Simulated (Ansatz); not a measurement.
The cell below is EuS in space group Fm-3m. Source of the atomic positions: a calculation's input that goes back to an entry of the Crystallography Open Database (an earlier step may have relaxed or displaced it).

Space group Fm-3m (No. 225). a = 5.957 Å, b = 5.957 Å, c = 5.957 Å, α = 90.00°, β = 90.00°, γ = 90.00°
```json
{"atom": "Eu", "site": "4a", "symmetry": "m-3m", "x": "0.0000", "y": "0.0000", "z": "0.0000"}
{"atom": "S", "site": "4b", "symmetry": "m-3m", "x": "0.5000", "y": "0.0000", "z": "0.0000"}
```

The atoms' radii are Shannon crystal radii (six-coordinate where tabulated): Eu 1.31 Å, S 1.70 Å.

Question: Find the largest hole by geometry, and further ones that a grid search gives (radius above 0.15 Å; smaller ones may be missed, and maxima closer than 0.25 Å are merged).

Answer:
| hole | site | x, y, z | radius (Å) | nearest atoms | shape |
| --- | --- | --- | --- | --- | --- |
| V1 | 8c | 0.250, 0.250, 0.250 | 0.88 | 4 S (then 4 Eu) | tetrahedral |

Nearest atoms are those whose sphere lies within 0.15 Å of the hole's sphere; in brackets, those within 0.5 Å. The largest sphere that fits anywhere has a diameter of 1.76 Å; the largest that can travel through the crystal, about 0.9 Å.

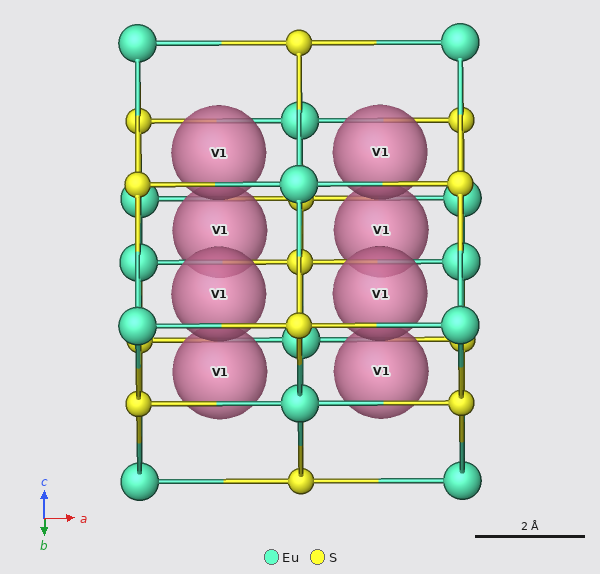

Translucent spheres (V1) fill the 1 hole listed first by a grid search for holes with a radius above 0.15 Å (the largest is sure; smaller ones may be missed, and maxima closer than 0.25 Å are merged) at their true size; atoms are drawn smaller than their model radii. View from a free direction.
